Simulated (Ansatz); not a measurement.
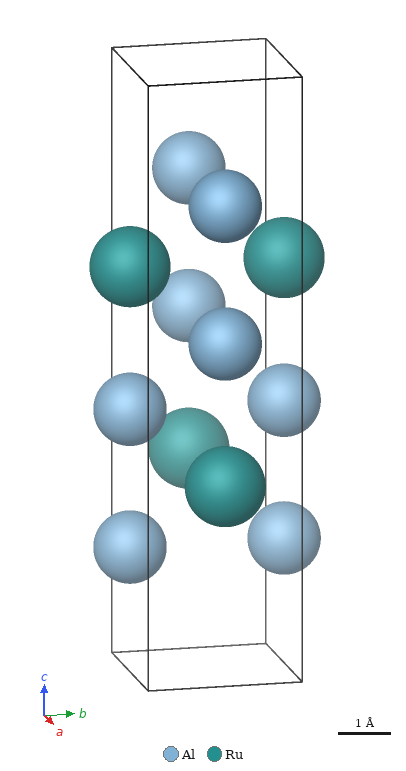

The image is a spheres-only drawing of a crystal, viewed slightly off an axis. The outline marks the conventional unit cell.

Al2Ru, space group P4/nmm (No. 129), a = 3.07 Å, b = 3.07 Å, c = 12.13 Å, α = 90.00°, β = 90.00°, γ = 90.00°.

Level of theory and settings: Ansatz, DFT PBEsol, scalar-relativistic, plane waves, PAW, wavefunction cutoff 420 eV, an 11×11×1 mesh of k-points, Gaussian smearing of 0.1 eV, no spin polarisation.

### Classify it as metallic or gapped, with the value.

A metal: bands cross the Fermi level.

### How far is the cell from zero pressure?

The computed pressure is -3.9 GPa (stretched: it would shrink).

The structure was taken from a structure listed in the Materials Project, from which a slab was cut. Earlier steps of the study, as a rule a relaxation of our own, may have changed the cell and positions, so they can lie some per cent off the listed ones. Ansatz was used for an electronic-structure calculation on it.

At this level of theory the run's own cell isn't at rest (forces up to 0.9 eV/Å), so its distances can differ from those at equilibrium, the more so the softer the solid.
